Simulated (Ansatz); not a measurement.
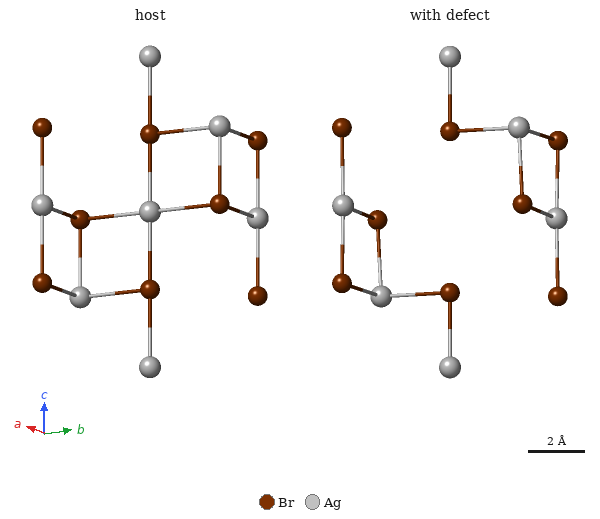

Left: perfect AgBr. Right: the same region with one point defect, after relaxing the atoms in a supercell of 64 sites. The picture is a ball-and-stick view of the atoms within 6.0 Å of one point, in a slice 3.4 Å thick across the line of sight, seen from a free direction.

These are results of DFT, PBEsol, PAW, plane waves (Ansatz 0.2.0), not measurements. (plane-wave cutoff 420 eV; k-point mesh 1 × 1 × 1; mesh shifted by (0.25, 0.25, 0.25); no spin polarisation) Fermi-Dirac smearing of 0.01 eV. A uniform background neutralises the charged cell. The axes drawn are those of the host's conventional cell.

> Which defect is it?

A silver atom is taken out (a vacancy).

The charge state of the cell is −1.

> What does the relaxation do around it?

Around the empty Ag site the host had 6 Br at 2.84 Å; after relaxation the nearest atoms are 6 Br at 2.94 to 2.96 Å. Of the host's atoms, a bromine atom moves furthest from its site, by 0.12 Å.

Limits of the set-up: the cell is charged, on a uniform background, and energies carry no finite-size correction.
